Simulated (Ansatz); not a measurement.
## Geometry relaxation, with input and output: GeSi (part 2 of 2)

GeSi (P6₃mc, 4 atoms in the cell); DFT r2SCAN, scalar-relativistic, plane waves, PAW, no spin polarisation (Ansatz 0.2.0); cutoff 500 eV, 12×12×4 k-mesh, Gaussian smearing of 0.02 eV. The structure derives from a Materials Project entry.

### Output, continued
```
--- Stress (GPa, compression-positive) ---
       -0.010816       0.000000       0.000000
        0.000000      -0.010816       0.000000
        0.000000       0.000000       0.007173
  P = ⅓ Tr σ = -0.0048 GPa (-0.048 kbar)
--- Band table (eV; the first three rows and the last of 57) ---
  k-point 0: bands = ["-17.5766", "-17.5766", "-17.5731", "-17.5731", "-17.5699", "-17.5699", "-17.5431", "-17.5431", "-17.5388", "-17.5388", "-5.6139", "-3.3608", "-0.1831", "5.9119", "5.9119", "7.2359", "7.5710", "7.5710", "8.3569", "9.4999", "9.8027", "9.8027"]
  k-point 1: bands = ["-17.5766", "-17.5765", "-17.5727", "-17.5727", "-17.5704", "-17.5704", "-17.5424", "-17.5424", "-17.5394", "-17.5394", "-5.4097", "-3.9464", "0.8083", "5.3376", "6.0821", "6.0821", "7.1992", "7.1992", "8.5639", "9.9923", "10.1659", "10.1659"]
  k-point 2: bands = ["-17.5765", "-17.5765", "-17.5716", "-17.5716", "-17.5716", "-17.5716", "-17.5409", "-17.5409", "-17.5409", "-17.5409", "-4.8172", "-4.8172", "2.8721", "2.8721", "6.5589", "6.5589", "6.5589", "6.5589", "9.1588", "9.1588", "10.9085", "10.9085"]
  k-point 56: bands = ["-17.5767", "-17.5767", "-17.5668", "-17.5668", "-17.5659", "-17.5659", "-17.5405", "-17.5405", "-17.5404", "-17.5404", "-2.2489", "-2.2489", "-0.4913", "-0.4913", "2.9049", "2.9049", "5.3532", "5.3532", "9.2485", "9.2485", "11.6637", "11.6637"]
--- Relaxed structure (3 steps of the walk, 3 accepted, 1 SCFs on fresh bases) ---
  F+E_penalty+E_count = -9883.83551085 eV   max|allowed force component| = 1.380e-3 eV/Å   (the final SCF, on the basis selected at the relaxed cell)
  cell:  # Å, volume = 85.2004 Å³
    - [3.9043776430099775, 6.836588794495679e-34, -8.688164926338258e-34]
    - [-1.9521888215049887, 3.38129022481465, -3.4267832241113126e-34]
    - [0.0, -3.788580504849704e-33, 6.45367966717395]
  atoms:
    - { symbol: Si, position: [0.6666666666666665, 0.3333333333333332, 0.8744661518429652] }
    - { symbol: Si, position: [0.3333333333333332, 0.6666666666666664, 0.374466151842965] }
    - { symbol: Ge, position: [0.6666666666666665, 0.3333333333333332, 0.5005328481570349] }
    - { symbol: Ge, position: [0.3333333333333332, 0.6666666666666664, 0.0005328481570349904] }
```

### Trajectory as extended XYZ (Å, eV, eV/Å), 4 frames, from step=1 to step=4
```
4
Lattice="3.9045 0.0000 0.0000 -1.9522 3.3814 0.0000 0.0000 0.0000 6.4508" Properties=species:S:1:pos:R:3:forces:R:3 step=1 energy=-9883.83547 pressure_GPa=0.03
Si    1.9522    1.1271    5.6419    0.0000   0.0000  -0.0173
Si    0.0000    2.2542    2.4165    0.0000   0.0000  -0.0173
Ge    1.9522    1.1271    3.2279    0.0000   0.0000   0.0173
Ge    0.0000    2.2542    0.0025    0.0000   0.0000   0.0173
4
Lattice="3.9030 0.0000 0.0000 -1.9515 3.3801 0.0000 0.0000 0.0000 6.4574" Properties=species:S:1:pos:R:3:forces:R:3 step=2 energy=-9883.83548 pressure_GPa=0.00
Si    1.9515    1.1267    5.6462    0.0000   0.0000   0.0058
Si    0.0000    2.2534    2.4175    0.0000   0.0000   0.0058
Ge    1.9515    1.1267    3.2326    0.0000   0.0000  -0.0058
Ge    0.0000    2.2534    0.0040    0.0000   0.0000  -0.0058
4
Lattice="3.9044 0.0000 0.0000 -1.9522 3.3813 0.0000 0.0000 0.0000 6.4537" Properties=species:S:1:pos:R:3:forces:R:3 step=3 energy=-9883.83550 pressure_GPa=-0.00
Si    1.9522    1.1271    5.6435    0.0000   0.0000   0.0014
Si    0.0000    2.2542    2.4167    0.0000   0.0000   0.0014
Ge    1.9522    1.1271    3.2303    0.0000   0.0000  -0.0014
Ge    0.0000    2.2542    0.0034    0.0000   0.0000  -0.0014
4
Lattice="3.9044 0.0000 0.0000 -1.9522 3.3813 0.0000 0.0000 0.0000 6.4537" Properties=species:S:1:pos:R:3:forces:R:3 step=4 energy=-9883.83551 pressure_GPa=-0.00
Si    1.9522    1.1271    5.6435    0.0000   0.0000   0.0014
Si    0.0000    2.2542    2.4167    0.0000   0.0000   0.0014
Ge    1.9522    1.1271    3.2303    0.0000   0.0000  -0.0014
Ge    0.0000    2.2542    0.0034    0.0000   0.0000  -0.0014
```

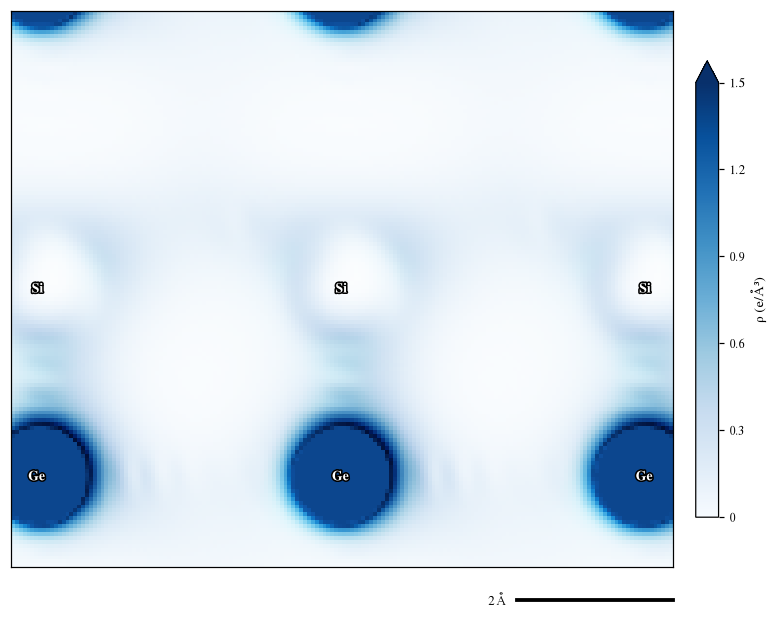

*Valence electron density on the (100) plane of the conventional cell.*

Atoms in the plane: Si and Ge. Si–Ge (2.41 Å): ρ at the midpoint is about 0.52 e/Å³. Away from the nuclei the density in this plane falls to 0.03 e/Å³ at its lowest. In a PAW calculation such maps are meaningful between the atoms, not at the nuclei.

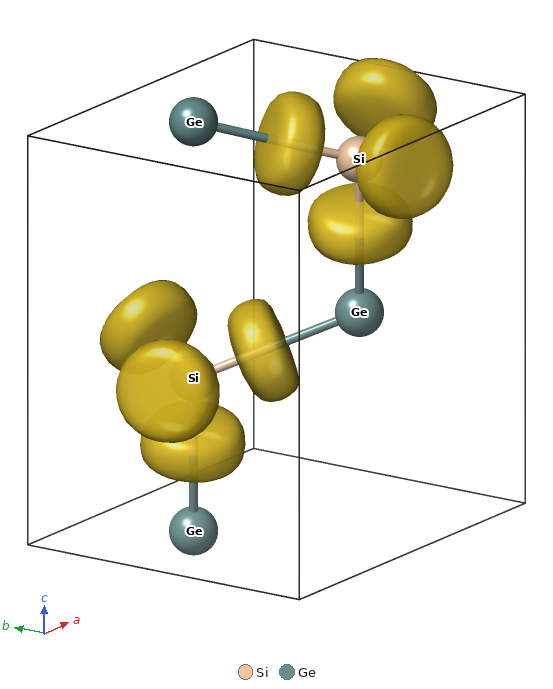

*Isosurface of the ELF at 0.75 (yellow), seen at an oblique angle. Core shells and regions of very low density are left out. Sticks mark near contacts. The outline is the cell set on symmetry axes.*

Values along the shortest contacts:

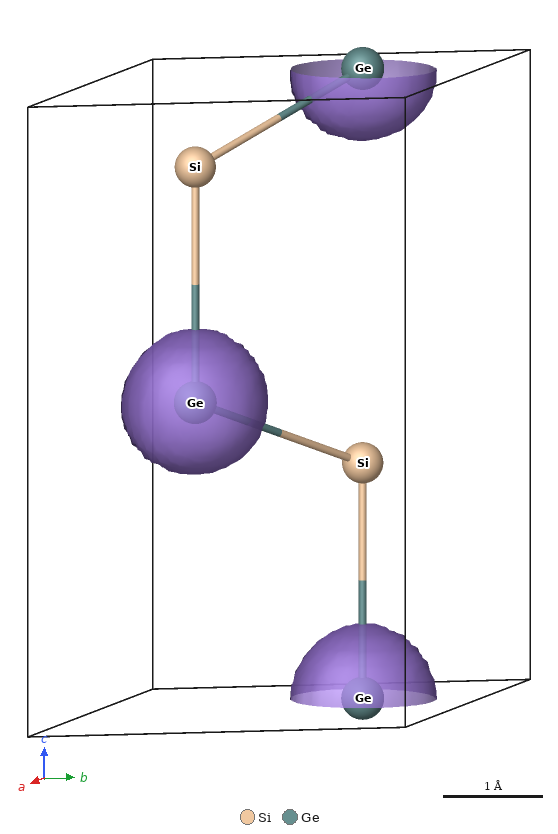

*Isosurface of the valence pseudo-density at 1 e/Å³ (purple), seen slightly off an axis. Sticks mark near contacts. The outline is the cell set on symmetry axes.*

At this value the density breaks into separate islands; it holds about 55 % of the electrons treated as valence (semicore included). It is pinched off along the Si–Ge (2.40 Å) contacts. On the grid the lowest density along these lines, outside the cores, is 0.52 e/Å³ (Si–Ge, 2.40 Å).

The run was set up as follows.

### The input
```yaml
crystal:
  lattice:
    - [3.9044512986, 0.0, 0.0]
    - [-1.9522256493, 3.3813540124, 0.0]
    - [0.0, 0.0, 6.450783]
  atoms:
    - { symbol: Si, position: [0.66666667, 0.33333333, 0.874607] }
    - { symbol: Si, position: [0.33333333, 0.66666667, 0.374607] }
    - { symbol: Ge, position: [0.66666667, 0.33333333, 0.500392] }
    - { symbol: Ge, position: [0.33333333, 0.66666667, 0.000392] }
basis:
  ecutwfc: 500
kpoints:
  mp_grid: { grid: [12, 12, 4] }
hamiltonian:
  xc: r2scan
scf:
  occupations: { method: gaussian, width: 0.02 }
output:
  forces: true
  stress: true
  eigenvalues: true
  write_density: true
  write_potential: true
  elf: true
  volumetric_format: npy
relax:
  adjacent_minimum: "off"
  f_tol: 0.005
  max_steps: 80
  cell: { stress_tol: 0.05 }
```

Command:
```bash
ansatz run input.yaml --threads 1 --pin off --max-ram 2560MiB --backend cpu --events-out ev --progress --plain --runs-dir out
```

### Key numbers

| quantity | value |
| --- | --- |
| outcome | converged |
| space group (tolerance 0.01 Å) | P6₃mc (186) |
| electrons treated | 36 |
| free energy | −9883.8355 eV |
| Fermi energy | 7.902 eV |
| gap on the k-point mesh | 0.66 eV |
| pressure | 0.00 GPa |
| final volume | 85.20 Å³ |
| largest force (length of the vector) at the end | 0.001 eV/Å |
| final cell | a = 3.904 Å, b = 3.904 Å, c = 6.454 Å, α = 90.00°, β = 90.00°, γ = 120.00° |
| hardware | 1 thread of Intel Xeon @ 2.50GHz (Skylake/Cascade Lake), 192 GiB of memory available, shared host |
| wall time | 2.2 min |
| peak memory | 0.61 GiB |
